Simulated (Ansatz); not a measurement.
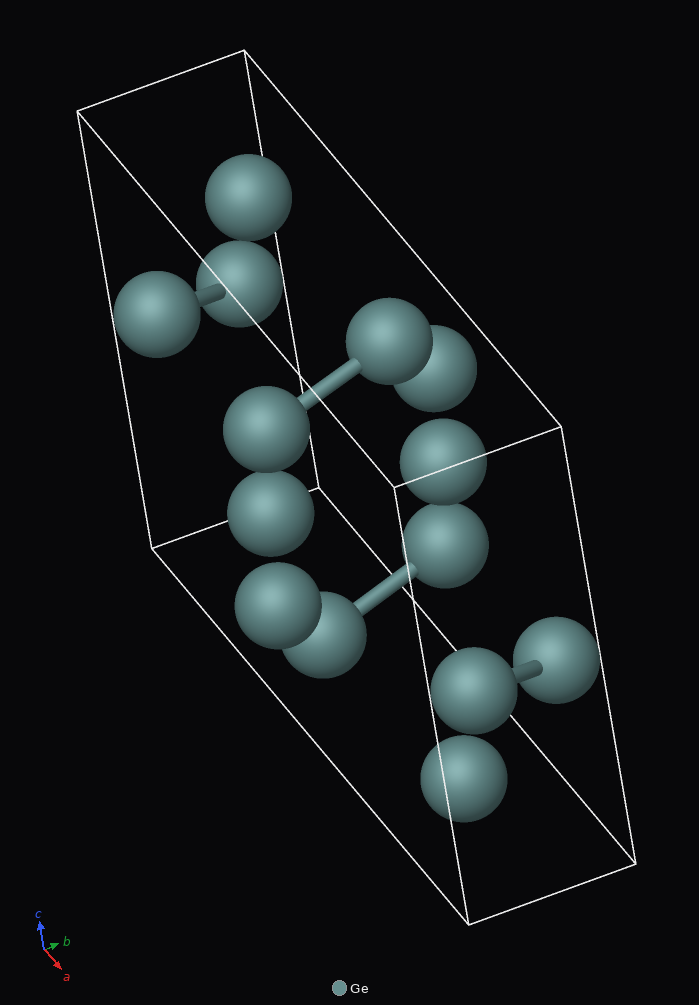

This ball-and-stick model is shown slightly off an axis. The lines enclose the simulation cell; boundary atoms appear with their images.

The program read this input:
```yaml
crystal:
  lattice:
    - [5.6712425758, 3.4139543204, 2.6992004905]
    - [-4.4843183044, 2.5225378446, 1.0114240168]
    - [-0.1785271777, -5.9149030991, 1.8240192085]
  atoms:
    - { symbol: Ge, position: [0.7133302393, 0.7100548807, 0.7126524947] }
    - { symbol: Ge, position: [0.2902101297, 0.2911653458, 0.2900987507] }
    - { symbol: Ge, position: [0.0203337911, 0.7193907226, 0.522402861] }
    - { symbol: Ge, position: [0.5210689043, 0.018791178, 0.7178961412] }
    - { symbol: Ge, position: [0.7152859498, 0.5190712168, 0.0169404975] }
    - { symbol: Ge, position: [0.9793118945, 0.2845962628, 0.4778985881] }
    - { symbol: Ge, position: [0.4771449996, 0.9778848897, 0.2827863999] }
    - { symbol: Ge, position: [0.2833140918, 0.4790455036, 0.9793242669] }
basis:
  ecutwfc: 500
kpoints:
  mp_grid: { grid: [6, 6, 6] }
hamiltonian:
  xc: r2scan
scf:
  occupations: { method: gaussian, width: 0.15 }
output:
  forces: true
  stress: true
  eigenvalues: true
```
Run as:
```sh
ansatz run input.yaml --threads 2 --pin off --max-ram 5120MiB --backend cpu --events-out ev --progress --plain --runs-dir out
```

Calculation details: Ansatz, DFT r2SCAN, scalar-relativistic, plane waves, PAW; wavefunction cutoff 500 eV, k-points on a 6×6×6 grid, Gaussian smearing of 0.15 eV, no spin polarisation.

Is it conducting or gapped at this level?

A metal: bands cross the Fermi level.

Which way would the volume go on relaxing?

The computed pressure is 17.8 GPa (compressed: it would expand). The stress isn't hydrostatic: its largest component is 28.4 GPa.

It derives from a structure listed in the Materials Project. The cell was then strained or its atoms displaced on purpose. It was run through Ansatz as a DFT input.

At this level of theory the run's own cell isn't at rest (compressed, at 18 GPa and forces up to 9.0 eV/Å), so its distances can differ from those at equilibrium, the more so the softer the solid.
